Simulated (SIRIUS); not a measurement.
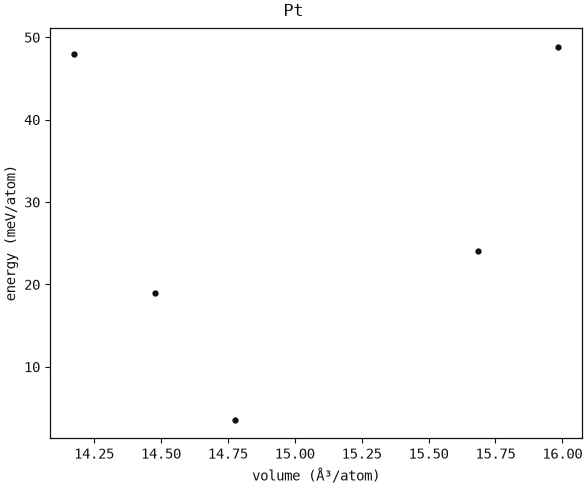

The picture above shows the energy against volume for Pt, space group Fm-3m (No. 225).

Cell as given: a = 2.773 Å, b = 2.773 Å, c = 2.773 Å, α = 60.00°, β = 60.00°, γ = 60.00°; 1 atom.

Computed with SIRIUS 7.10.0: plane-wave DFT, no spin polarisation; energies at scaled volumes of the given cell, shape and fractions fixed, counted from the fit's minimum, third-order Birch-Murnaghan fit. Level: PBEsol.

| setting | value |
| --- | --- |
| k mesh | 12×12×12 |
| occupations | Fermi–Dirac |
| smearing width | 0.05 eV |
| potentials | dojo sr pbesol 0.4.1 standard |
| wave cutoff | 1152 eV |
| density cutoff | 4606 eV |

The points at volume 15.08 Å³/atom and 15.38 Å³/atom are left out of the plot. What values does the calculation give there?

| volume (Å³/atom) | energy (meV/atom) |
| --- | --- |
| 15.08 | 0.22 |
| 15.38 | 7.46 |

Keep in mind: spin-orbit coupling left out, heavy elements.
